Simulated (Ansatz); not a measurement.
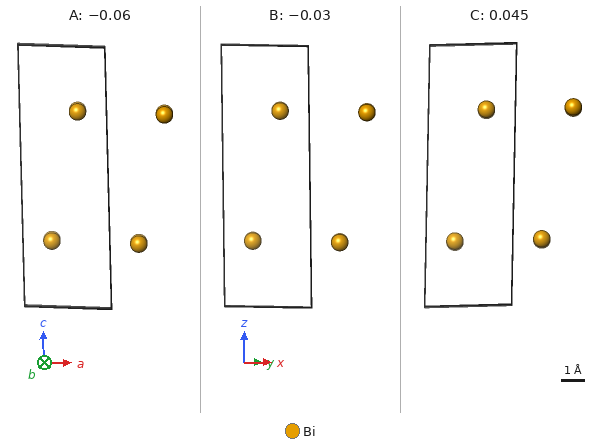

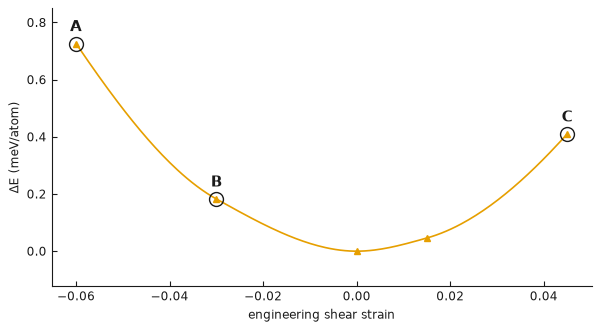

Energy scan for crystalline Bi (P6_3/mmc), in which the cell is strained in shear in the xz plane, with the atoms kept at their fractional coordinates. x, y and z are the Cartesian axes of the input. The lettered frames are marked on the plot. Style: ball-and-stick. Shown: the cell of the calculation, repeated 1 × 1 × 1 with one cell outlined, repeated 2 × 2 × 1 with one cell outlined, along the b axis.

All numbers below come from Ansatz 0.2.0, DFT LDA, scalar-relativistic, plane waves, PAW. (plane-wave cutoff 420 eV; k-point mesh 12 × 12 × 4; occupations gaussian; smearing width 0.15 eV; no spin polarisation). Energies (free energies at the smearing named) are counted from the cell as listed in its source, which wasn't relaxed.

> Describe the profile.

The lowest computed point lies at the strain 0.00 (0.00 meV/atom). At the ends of the scan the energy is 0.73 meV/atom (−0.06) and 0.41 meV/atom (0.045). The unrelaxed reference is under a pressure of −3.6 GPa. The distortion takes the space group from P6_3/mmc to C2/c. At the strain −0.06 the cell of the drawing goes a 4.539 → 4.541 Å, b 4.539 → 4.540 Å, c 11.829 → 11.834 Å, α 90.0° → 88.3°, β 90.0° → 93.4°.
